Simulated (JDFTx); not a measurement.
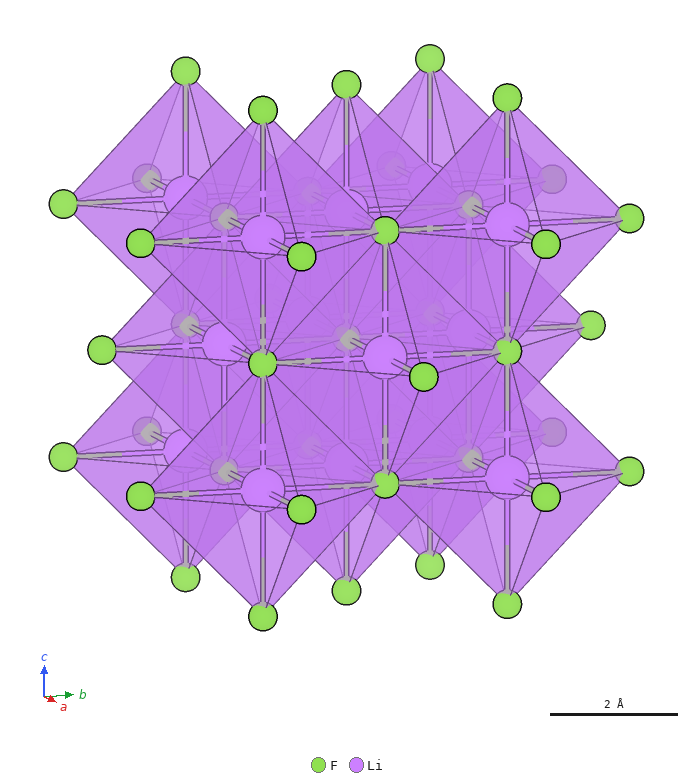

Fig. 1: The structure (polyhedral view of the cell 4 times as large as that of the calculation, set on its symmetry axes, seen slightly off an axis; polyhedra are completed across the faces of the cell). An atom can appear more than once, as a periodic image.

Single-point calculation at one volume of an equation of state of LiF

System: LiF (Fm-3m, 2 atoms in the cell).
Method: Kohn-Sham DFT of a periodic cell, PBEsol, PseudoDojo-SR-PBEsol-0.4.1-standard, no spin polarisation (JDFTx 1.7.0 (patched build)).

The structure derives from an entry of the Crystallography Open Database. It belongs to a series of runs on one base structure; here: volume scaled by 1.02.

What the program printed:
```
*************** JDFTx 1.7.0 (patched build) ***************

Input parsed successfully to the following command list (including defaults):
[... the input with its defaults ...]

---------- Setting up symmetries ----------

Found 48 point-group symmetries of the bravais lattice
Found 48 space-group symmetries with basis
Applied RMS atom displacement 0 bohrs to make symmetries exact.

---------- Initializing the Grid ----------
R =
[            0      3.83111      3.83111  ]
[      3.83111            0      3.83111  ]
[      3.83111      3.83111            0  ]
unit cell volume = 112.462
G =
[  -0.820021   0.820021   0.820021  ]
[   0.820021  -0.820021   0.820021  ]
[   0.820021   0.820021  -0.820021  ]
Minimum fftbox size, Smin = [  48  48  48  ]
Chosen fftbox size, S = [  48  48  48  ]

---------- Initializing tighter grid for wavefunction operations ----------
R =
[            0      3.83111      3.83111  ]
[      3.83111            0      3.83111  ]
[      3.83111      3.83111            0  ]
unit cell volume = 112.462
G =
[  -0.820021   0.820021   0.820021  ]
[   0.820021  -0.820021   0.820021  ]
[   0.820021   0.820021  -0.820021  ]
Minimum fftbox size, Smin = [  32  32  32  ]
Chosen fftbox size, S = [  32  32  32  ]

---------- Exchange Correlation functional ----------
Initalized PBEsol GGA exchange.
Initalized PBEsol GGA correlation.

---------- Setting up pseudopotentials ----------
Width of ionic core gaussian charges (only for fluid interactions / plotting) set to 0

Reading pseudopotential file 'pseudo/F.upf':
  'F' pseudopotential, 'PBESOL' functional
  Generated using ONCVPSP code by D. R. Hamann
  7 valence electrons, 2 orbitals, 5 projectors, 832 radial grid points, with lMax = 2
    2S    l: 0   occupation:  2.0   eigenvalue: -1.092210
    2P    l: 1   occupation:  5.0   eigenvalue: -0.406148
  Core radius for overlap checks: 1.56 bohrs.

Reading pseudopotential file 'pseudo/Li.upf':
  'Li' pseudopotential, 'PBESOL' functional
  Generated using ONCVPSP code by D. R. Hamann
  3 valence electrons, 2 orbitals, 4 projectors, 1001 radial grid points, with lMax = 1
    1S    l: 0   occupation:  2.0   eigenvalue: -1.887917
    2S    l: 0   occupation:  1.0   eigenvalue: -0.103704
  Core radius for overlap checks: 1.34 bohrs.

Initialized 2 species with 2 total atoms.

Folded 1 k-points by 11x11x11 to 1331 k-points.

---------- Setting up k-points, bands, fillings ----------
Reduced to 56 k-points under symmetry.
Computing the number of bands and number of electrons
Calculating initial fillings.
nElectrons:  10.000000   nBands: 10   nStates: 56

----- Setting up reduced wavefunction bases (one per k-point) -----
average nbasis = 1461.676 , ideal nbasis = 1462.087

---------- Setting up ewald sum ----------
Optimum gaussian width for ewald sums = 1.740026 bohr.
Real space sum over 1331 unit cells with max indices [  5  5  5  ]
Reciprocal space sum over 2197 terms with max indices [  6  6  6  ]

---------- Allocating electronic variables ----------
Initializing wave functions:  linear combination of atomic orbitals
Note: number of bands (10) exceeds available atomic orbitals (6)
F pseudo-atom occupations:   s ( 2 )  p ( 5 )
Li pseudo-atom occupations:   s ( 2 1 )
	FillingsUpdate:  mu: +0.204030051  nElectrons: 10.000000
LCAOMinimize: Iter:   0  F: -31.2199168676610768  |grad|_K:  4.449e-03  alpha:  1.000e+00
	FillingsUpdate:  mu: +0.100000000  nElectrons: 10.000000
LCAOMinimize: Iter:   1  F: -31.2476160380549111  |grad|_K:  4.948e-04  alpha:  4.225e-01  linmin: -3.855e-01  cgtest:  9.149e-01
LCAOMinimize: Encountered beta<0, resetting CG.
[... 6 lines of inner loops ...]
LCAOMinimize: Iter:   4  F: -31.2479324895418458  |grad|_K:  2.964e-07  alpha:  4.489e-01  linmin:  4.140e-04  cgtest: -7.894e-04
	FillingsUpdate:  mu: +0.100000000  nElectrons: 10.000000
LCAOMinimize: Iter:   5  F: -31.2479324897851392  |grad|_K:  7.006e-09  alpha:  9.905e-01  linmin:  1.967e-02  cgtest: -7.798e-02
LCAOMinimize: Converged (|Delta F|<1.000000e-06 for 2 iters).

-------- Electronic minimization -----------
Will mix electronic density at each iteration.
	FillingsUpdate:  mu: +0.100000000  nElectrons: 10.000000
	FillingsUpdate:  mu: +0.099970603  nElectrons: 10.000000
SCF: Cycle:  0   F: -31.262817616340953   dF: -1.489e-02   |Residual|: 7.076e-02   |deigs|: 5.082e-01
	FillingsUpdate:  mu: +0.077281030  nElectrons: 10.000000
SCF: Cycle:  1   F: -31.266187833271346   dF: -3.370e-03   |Residual|: 7.282e-03   |deigs|: 1.491e-02
	FillingsUpdate:  mu: +0.078799438  nElectrons: 10.000000
SCF: Cycle:  2   F: -31.266202051303935   dF: -1.422e-05   |Residual|: 3.867e-03   |deigs|: 1.201e-03
	FillingsUpdate:  mu: +0.079595012  nElectrons: 10.000000
SCF: Cycle:  3   F: -31.266204141441840   dF: -2.090e-06   |Residual|: 8.168e-04   |deigs|: 1.089e-03
	FillingsUpdate:  mu: +0.079329677  nElectrons: 10.000000
SCF: Cycle:  4   F: -31.266204539362057   dF: -3.979e-07   |Residual|: 2.140e-04   |deigs|: 1.911e-04
	FillingsUpdate:  mu: +0.079396625  nElectrons: 10.000000
SCF: Cycle:  5   F: -31.266204562650984   dF: -2.329e-08   |Residual|: 2.002e-05   |deigs|: 8.992e-05
	FillingsUpdate:  mu: +0.079395640  nElectrons: 10.000000
SCF: Cycle:  6   F: -31.266204563469646   dF: -8.187e-10   |Residual|: 1.083e-05   |deigs|: 5.942e-05
	FillingsUpdate:  mu: +0.079394374  nElectrons: 10.000000
SCF: Cycle:  7   F: -31.266204563608820   dF: -1.392e-10   |Residual|: 3.096e-06   |deigs|: 4.377e-05
SCF: Converged (|Delta E|<1.000000e-09 for 2 iters).

Setting wave functions to eigenvectors of Hamiltonian

# Stress tensor in Cartesian coordinates [Eh/a0^3]:
[  9.08693e-05            0            0  ]
[            0  9.08693e-05            0  ]
[            0            0  9.08693e-05  ]

# Ionic positions in lattice coordinates:
ion F   0.500000000000000   0.500000000000000   0.500000000000000 1
ion Li   0.000000000000000   0.000000000000000   0.000000000000000 1

# Forces in Cartesian coordinates:
force F  -0.000000000000000   0.000000000000000  -0.000000000000000 1
force Li   0.000000000000000  -0.000000000000000   0.000000000000000 1

# Energy components:
   Eewald =      -20.3394361529010830
       EH =        8.3547647830642457
     Eloc =      -26.9963505726659356
      Enl =       -7.1529981335573050
      Exc =       -7.1233070127688221
 Exc_core =        0.5792032300873290
       KE =       21.4119192951327442
-------------------------------------
     Etot =      -31.2662045636088202
       TS =        0.0000000000000005
-------------------------------------
        F =      -31.2662045636088202

IonicMinimize: Iter:   0  F: -31.266204563608820  |grad|_K:       -nan
IonicMinimize: None of the convergence criteria satisfied after 0 iterations.

#--- Lowdin population analysis ---
# oxidation-state F -0.717
# oxidation-state Li +0.776

Dumping 'run.eigStats' ...
	eMin: -1.454146 at state 0 ( [ +0.000000 +0.000000 +0.000000 ] spin 0 )
	HOMO: +0.024350 at state 0 ( [ +0.000000 +0.000000 +0.000000 ] spin 0 )
	mu  : +0.079394
	LUMO: +0.346652 at state 0 ( [ +0.000000 +0.000000 +0.000000 ] spin 0 )
	eMax: +1.119817 at state 5 ( [ +0.000000 +0.000000 +0.454545 ] spin 0 )
	HOMO-LUMO gap: +0.322302
	Optical gap  : +0.322302 at state 0 ( [ +0.000000 +0.000000 +0.000000 ] spin 0 )
Done!
```

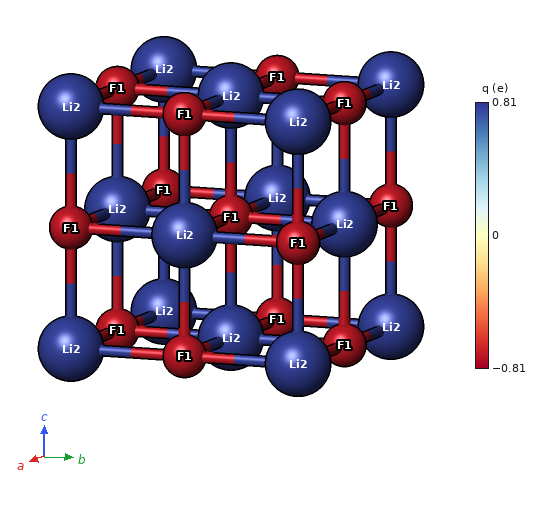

Fig. 2: Löwdin charges, as the colour of each atom (ball-and-stick view of the cell 4 times as large as that of the calculation, set on its symmetry axes, seen slightly off an axis; atoms are numbered from 1 in the order of the input). By element: F −0.72 and Li +0.78 e.

The run was set up as follows.

The input:
```
lattice \
    0.0000000000     3.8311138411     3.8311138411 \
    3.8311138411     0.0000000000     3.8311138411 \
    3.8311138411     3.8311138411     0.0000000000
coords-type Lattice
ion F      0.5000000000     0.5000000000     0.5000000000 1
ion Li     0.0000000000     0.0000000000     0.0000000000 1

ion-species pseudo/F.upf
ion-species pseudo/Li.upf
elec-cutoff 42 336
elec-ex-corr gga-PBEsol
kpoint-folding 11 11 11
elec-smearing Fermi 0.0018374661
elec-n-bands 10
electronic-SCF nIterations 100 energyDiffThreshold 1e-09
electronic-minimize nIterations 30 energyDiffThreshold 1e-7
forces-output-coords Cartesian

dump-name run.$VAR
dump End Ecomponents EigStats BandEigs Kpoints Forces Stress
```

Command:
```bash
jdftx -c 1 -i LiF.in -o LiF.out
```

Results in brief:

- outcome: converged
- space group (tolerance 0.01 Å): Fm-3m (225)
- electrons treated: 10
- free energy: −850.7968 eV
- gap on the k-point mesh: 8.77 eV
- pressure: −2.67 GPa
- largest force (length of the vector): under 0.001 eV/Å
- hardware: 1 thread of AMD EPYC (Zen 5), 32 GiB of memory available, shared host
- wall time: 9.9 s
- peak memory: 0.08 GiB
